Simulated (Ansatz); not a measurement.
**Geometry relaxation of BiSe$_{3}$ (part 2 of 2)**

Continued. System: BiSe$_{3}$ (Pm-3m, 4 atoms in the cell). Method: DFT, r2SCAN, plane waves, PAW, no spin polarisation (Ansatz 0.2.0); cutoff 700 eV, 10×10×10 k-mesh, Gaussian smearing of 0.1 eV. The structure was made by swapping elements on the sites of another compound; it need not be a known phase.

Geometry of the input (Å; fractional positions):
```
4.5478  0.0000  0.0000
0.0000  4.5478  0.0000
0.0000  0.0000  4.5478
Bi 0.0000  0.0000  0.0000
Se 0.0000  0.5000  0.5000
Se 0.5000  0.0000  0.5000
Se 0.5000  0.5000  0.0000
```

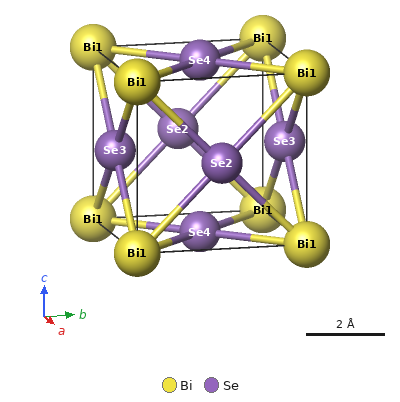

**Figure 1.** The geometry at step 2 of the log (ball-and-stick view of the cell of the calculation, seen slightly off an axis; atoms are numbered from 1 in the order of the input).

### The program's output, continued
```
SCF iter   1: F=—  HF=-28843.456985 eV  |F-HF|=—  |Δ(HF+E_count)|=         —  Δρ=4.02e-4  dr2=4.81e-4  dr2_τ=3.10e-4  ethr=8.51e-7  ⟨swp⟩=2.0  Hψ=9593  notcnv=0
preconditioner: auto → Kerker (q_TF=auto, 2.556 Å⁻¹)  [metal: Δε(μ)=0.002 eV  Ē_g=9.987 eV  σ=0.100 eV  W_gap=0.01  n_scr=26 (ndim 8)  ℏωp=18.5 eV  f_vac=0.000  D(μ)=4.74/eV (n_scr^D=32)]
SCF iter   2: F=—  HF=-28843.458031 eV  |F-HF|=—  |Δ(HF+E_count)|=   1.05e-3  Δρ=1.36e-4  dr2=1.64e-5  dr2_τ=5.82e-6  ethr=7.63e-7  ⟨swp⟩=2.0  Hψ=2773  notcnv=0
SCF iter   3: F=—  HF=-28843.458038 eV  |F-HF|=—  |Δ(HF+E_count)|=   7.16e-6  Δρ=8.68e-5  dr2=7.62e-6  dr2_τ=8.43e-8  ethr=2.61e-8  ⟨swp⟩=3.0  Hψ=4135  notcnv=0
SCF iter   4: F=—  HF=-28843.458038 eV  |F-HF|=—  |Δ(HF+E_count)|=   2.20e-7  Δρ=2.74e-5  dr2=9.89e-7  dr2_τ=1.45e-8  ethr=1.21e-8  ⟨swp⟩=2.5  Hψ=2768  notcnv=0
SCF iter   5: F=-28843.458038 eV  HF=-28843.458038 eV  |F-HF|=1.11e-8  |Δ(HF+E_count)|=   2.21e-8  Δρ=1.03e-5  dr2=8.34e-8  dr2_τ=1.35e-9  ethr=6.18e-10  ⟨swp⟩=5.4  Hψ=8189  notcnv=0
SCF 3 converged in 5 iterations: F = -28843.458038 eV  dr2 = 8.34e-8
relax step   3: F+E_penalty+E_count = -28843.45803844 eV  Δ(F+E_penalty+E_count) = -6.514e-4 eV  max|allowed force component| = 4.076e-30 eV/Å  Δτ_max = 0.0000 Å  P = -0.007 GPa  Ω = 93.128 Å³  energy of the carried Pulay correction = +3.044e-5 eV  (5 SCF iters, dr2 threshold 3.89e-7 eV, accepted)
Initial wavefunctions: pseudopotential atomic-orbital guess (no wavefunctions were taken with the density)
iter 1 solved again at ethr=1.51e-8 eV; its pass at ethr=3.10e-3 eV (dr2=9.50e-6 eV) is discarded
SCF iter   1: F=—  HF=-28843.458015 eV  |F-HF|=—  |Δ(HF+E_count)|=         —  Δρ=1.12e-5  dr2=8.54e-8  dr2_τ=1.14e-8  ethr=1.51e-8  ⟨swp⟩=3.8  Hψ=15139  notcnv=0
preconditioner: auto → Kerker (q_TF=auto, 2.556 Å⁻¹)  [metal: Δε(μ)=0.003 eV  Ē_g=9.988 eV  σ=0.100 eV  W_gap=0.02  n_scr=26 (ndim 8)  ℏωp=18.5 eV  f_vac=0.000  D(μ)=4.73/eV (n_scr^D=32)]
SCF iter   2: F=—  HF=-28843.458009 eV  |F-HF|=—  |Δ(HF+E_count)|=   6.20e-6  Δρ=7.34e-6  dr2=4.42e-8  dr2_τ=1.51e-9  ethr=1.36e-10  ⟨swp⟩=2.0  Hψ=3279  notcnv=0
SCF iter   3: F=—  HF=-28843.458009 eV  |F-HF|=—  |Δ(HF+E_count)|=   1.52e-8  Δρ=1.35e-6  dr2=2.54e-9  dr2_τ=7.83e-11  ethr=7.01e-11  ⟨swp⟩=2.0  Hψ=2772  notcnv=0
SCF iter   4: F=—  HF=-28843.458009 eV  |F-HF|=—  |Δ(HF+E_count)|=  4.47e-10  Δρ=5.32e-7  dr2=4.81e-10  dr2_τ=9.69e-12  ethr=4.03e-12  ⟨swp⟩=2.0  Hψ=3887  notcnv=0
SCF iter   5: F=—  HF=-28843.458009 eV  |F-HF|=—  |Δ(HF+E_count)|=  1.16e-10  Δρ=1.89e-7  dr2=5.55e-11  dr2_τ=4.61e-12  ethr=1.00e-12  ⟨swp⟩=2.0  Hψ=3889  notcnv=0
SCF iter   6: F=-28843.458009 eV  HF=-28843.458009 eV  |F-HF|=1.46e-11  |Δ(HF+E_count)|=  3.27e-11  Δρ=9.04e-8  dr2=1.14e-11  dr2_τ=1.54e-13  ethr=1.00e-12  ⟨swp⟩=4.6  Hψ=6439  notcnv=0
SCF 4 converged in 6 iterations: F = -28843.458009 eV  dr2 = 1.14e-11
relax step   4: F+E_penalty+E_count = -28843.45800887 eV  Δ(F+E_penalty+E_count) = +2.957e-5 eV  max|allowed force component| = 2.367e-30 eV/Å  Δτ_max = 0.0000 Å  P = -0.007 GPa  Ω = 93.128 Å³  stress off target by 6.89e-3 GPa  SCF on the basis re-selected at this cell (its energy is not comparable with the rows above)  (6 SCF iters)
basis re-selected at this cell: Δ(F+E_penalty+E_count) = +2.957e-5 eV, ΔP = +0.000 GPa vs the last step (what re-selecting the basis moved, of the pressure what is left beyond the Pulay correction that the steps carried, after the strain that the cell walked since its last selection, with what the two solves' SCF thresholds leave and, on support functions, any second-order correction that the steps lacked; it is no measure of the basis error at this ecutwfc). This SCF's stress stands 6.89e-3 GPa from its target on what of the cell is left free (relax.cell.stress_tol is 5.00e-2 GPa) and its largest allowed force component is 2.37e-30 eV/Å (relax.f_tol is 1.00e-3 eV/Å): within both
SCF converged after 6 iterations
Free energy (F): -28843.458009 eV
Harris-Foulkes:  -28843.458009 eV  (|F-HF|=1.46e-11)
Internal energy: -28843.434374 eV  (E = F + TS)
E sigma→0 (E₀):  -28843.446191 eV
Entropy (-TS):   -0.023635 eV (-5.909 meV/atom)
Fermi energy:    10.901546 eV
--- Per-component energies (eV) ---
  E_band       = -1165.694714
  E_kinetic    = 652.162782
  E_local      = -7812.750127  (includes V_loc(G=0)·N_el)
  E_nonlocal   = -1219.891356
  E_hartree    = 3669.008716
  E_xc         = -433.639986
  E_vxc        = -470.717105  (∫ρ·V_xc dr)
  E_paw        = -16465.041716  (= ΣΔE_a)
  E_vpaw       = 321.337687  (= ΣTr[D̂ρ^β])
  E_aug_tail   = -0.000169  (compensation charges beyond the density's cutoff)
  E_vtau       = 26.146292  (kinetic-family band-sum trace: ∫τ·v_τ [+ j·A + Jᵃ·Aᵃ] dr)
  E_ewald      = -7228.863753
  E_core_change = -4.418764  (= ΣΔE_core)
  E_smearing   = -0.023635  (= −TS)
  E_closure    = 0.000000  (closes the sum)
  Σ components = -28843.458009   (vs F -28843.458009, Δ=0.00e0)
--- Forces (eV/Å), atoms counted from 1 ---
  atom   1  Bi     0.00000000     0.00000000     0.00000000
  atom   2  Se     0.00000000    -0.00000000    -0.00000000
  atom   3  Se     0.00000000    -0.00000000     0.00000000
  atom   4  Se     0.00000000     0.00000000     0.00000000
  max |Σ_I F_I| component: 4.08e-30 eV/Å
--- Stress (GPa, compression-positive) ---
       -0.006890      -0.000000      -0.000000
       -0.000000      -0.006890      -0.000000
       -0.000000       0.000000      -0.006890
  P = ⅓ Tr σ = -0.0069 GPa (-0.069 kbar)
--- Band table (eV; the first three rows and the last of 56) ---
  k-point 0: bands = ["-37.9145", "-37.9100", "-37.9100", "-37.9044", "-37.9044", "-37.9044", "-37.8950", "-37.8950", "-37.8950", "-37.8687", "-37.8687", "-37.8687", "-37.8678", "-37.8678", "-37.8629", "-13.5166", "-13.5166", "-13.5040", "-13.5040", "-13.5040", "-4.9205", "-1.1969", "-1.1969", "0.9293", "5.4177", "5.4177", "5.4177", "9.6009", "9.6009", "9.6009", "10.9213", "10.9213", "10.9213", "15.1179", "15.1179", "15.1179", "16.0725", "16.0725"]
  k-point 1: bands = ["-37.9144", "-37.9101", "-37.9100", "-37.9044", "-37.9042", "-37.9042", "-37.8952", "-37.8952", "-37.8950", "-37.8687", "-37.8687", "-37.8687", "-37.8678", "-37.8677", "-37.8630", "-13.5165", "-13.5157", "-13.5044", "-13.5044", "-13.5040", "-4.8572", "-1.3153", "-1.1910", "0.8287", "5.4912", "5.4912", "5.7238", "9.4816", "9.5165", "9.5165", "10.7350", "10.8298", "10.8298", "14.6770", "14.8944", "14.8944", "16.3541", "16.3700"]
  k-point 2: bands = ["-37.9141", "-37.9104", "-37.9100", "-37.9044", "-37.9035", "-37.9035", "-37.8959", "-37.8959", "-37.8950", "-37.8687", "-37.8687", "-37.8687", "-37.8678", "-37.8674", "-37.8633", "-13.5161", "-13.5133", "-13.5055", "-13.5055", "-13.5040", "-4.6689", "-1.6680", "-1.1754", "0.6502", "5.7100", "5.7100", "6.5061", "9.1717", "9.1717", "9.1987", "10.3115", "10.7554", "10.7554", "13.7719", "14.3872", "14.3872", "16.8519", "17.1802"]
  k-point 55: bands = ["-37.9117", "-37.9117", "-37.9117", "-37.9002", "-37.9002", "-37.9002", "-37.8992", "-37.8992", "-37.8992", "-37.8704", "-37.8678", "-37.8678", "-37.8658", "-37.8658", "-37.8658", "-13.5148", "-13.5148", "-13.5148", "-13.5003", "-13.5003", "-2.1949", "-2.1949", "-2.1949", "-0.2885", "4.5134", "4.5134", "4.5134", "4.8651", "11.8745", "11.8745", "11.8745", "12.2362", "12.2362", "15.2325", "15.2325", "15.2325", "19.5273", "19.5273"]
--- Relaxed structure (3 steps of the walk, 3 accepted, 1 SCFs on fresh bases) ---
  F+E_penalty+E_count = -28843.45800887 eV   max|allowed force component| = 2.367e-30 eV/Å   (the final SCF, on the basis selected at the relaxed cell)
  cell:  # Å, volume = 93.1283 Å³
    - [4.532737345896826, -1.2839532962581572e-34, 1.925929944387236e-34]
    - [-1.2839532962581572e-34, 4.532737345896826, -6.419766481290786e-35]
    - [-6.419766481290786e-35, -6.419766481290786e-35, 4.532737345896826]
  atoms:
    - { symbol: Bi, position: [-5.1281845438258256e-36, 1.5439695400779138e-36, 1.1028353857696877e-37] }
    - { symbol: Se, position: [1.7093948479428816e-36, 0.5, 0.5] }
    - { symbol: Se, position: [0.5, -6.617012314605608e-37, 0.5] }
    - { symbol: Se, position: [0.5, 0.5, 5.514176928848448e-37] }
```

### Trajectory as extended XYZ (Å, eV, eV/Å), 4 frames, from step=1 to step=4
```
4
Lattice="4.5478 0.0000 0.0000 0.0000 4.5478 0.0000 0.0000 0.0000 4.5478" Properties=species:S:1:pos:R:3:forces:R:3 step=1 energy=-28843.45609 pressure_GPa=-0.65
Bi    0.0000    0.0000    0.0000    0.0000   0.0000   0.0000
Se    0.0000    2.2739    2.2739    0.0000   0.0000   0.0000
Se    2.2739    0.0000    2.2739    0.0000   0.0000   0.0000
Se    2.2739    2.2739    0.0000    0.0000   0.0000   0.0000
4
Lattice="4.5237 0.0000 0.0000 0.0000 4.5237 0.0000 0.0000 0.0000 4.5237" Properties=species:S:1:pos:R:3:forces:R:3 step=2 energy=-28843.45739 pressure_GPa=0.39
Bi    0.0000    0.0000    0.0000    0.0000   0.0000   0.0000
Se    0.0000    2.2618    2.2618    0.0000   0.0000   0.0000
Se    2.2618    0.0000    2.2618    0.0000   0.0000   0.0000
Se    2.2618    2.2618    0.0000    0.0000   0.0000   0.0000
4
Lattice="4.5327 0.0000 0.0000 0.0000 4.5327 0.0000 0.0000 0.0000 4.5327" Properties=species:S:1:pos:R:3:forces:R:3 step=3 energy=-28843.45804 pressure_GPa=-0.01
Bi    0.0000    0.0000    0.0000    0.0000   0.0000   0.0000
Se    0.0000    2.2664    2.2664    0.0000   0.0000   0.0000
Se    2.2664    0.0000    2.2664    0.0000   0.0000   0.0000
Se    2.2664    2.2664    0.0000    0.0000   0.0000   0.0000
4
Lattice="4.5327 0.0000 0.0000 0.0000 4.5327 0.0000 0.0000 0.0000 4.5327" Properties=species:S:1:pos:R:3:forces:R:3 step=4 energy=-28843.45801 pressure_GPa=-0.01
Bi    0.0000    0.0000    0.0000    0.0000   0.0000   0.0000
Se    0.0000    2.2664    2.2664    0.0000   0.0000   0.0000
Se    2.2664    0.0000    2.2664    0.0000   0.0000   0.0000
Se    2.2664    2.2664    0.0000    0.0000   0.0000   0.0000
```

### Summary

```csv
quantity,value
outcome,converged
space group (tolerance 0.01 Å),Pm-3m (221)
electrons treated,63
free energy,−28843.4580 eV
Fermi energy,10.902 eV
gap on the k-point mesh,none (metallic)
pressure,−0.01 GPa
final volume,93.13 Å³
largest force (length of the vector) at the end,under 0.001 eV/Å
final cell,"a = 4.533 Å, b = 4.533 Å, c = 4.533 Å, α = 90.00°, β = 90.00°, γ = 90.00°"
hardware,"1 thread of Intel Xeon (Granite Rapids), 192 GiB of memory available, shared host"
wall time,68 s
peak memory,0.89 GiB
```

### Remarks

Settings chosen away from the usual ones: relax.f_tol set to 0.001 (from 0.01); relax.max_displacement set to 0.1; basis.ecutwfc set to 700 eV (from 500). Spin–orbit coupling is left out, which matters for Bi.
